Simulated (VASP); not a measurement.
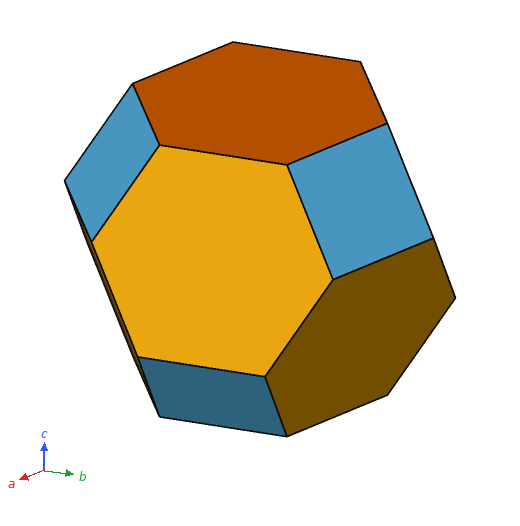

BFDH (Bravais–Friedel–Donnay–Harker) growth shape, computed from the cell and space group alone: each face lies at a distance from the centre proportional to 1/d(hkl), with d taken for the first order that the space group does not extinguish. It ignores bonding, solvent and kinetics. Faces of one form share a colour. Cell of Sb: space group R-3m (No. 166), a = 4.321 Å, b = 4.321 Å, c = 11.038 Å, α = 90.00°, β = 90.00°, γ = 120.00°. Source: coordinates from a relaxation with VASP Kohn-Sham DFT of a periodic cell, PBE with D3(BJ), VASP PAW PBE potentials, recommended (VASP). Forms under 0.4 % of the area are left out.

Which form is which colour?

yellow: {101} (d = 3.54 Å, 57 % of the area); blue: {012} (d = 3.10 Å, 22 % of the area); orange: {003} (d = 3.68 Å, 21 % of the area).
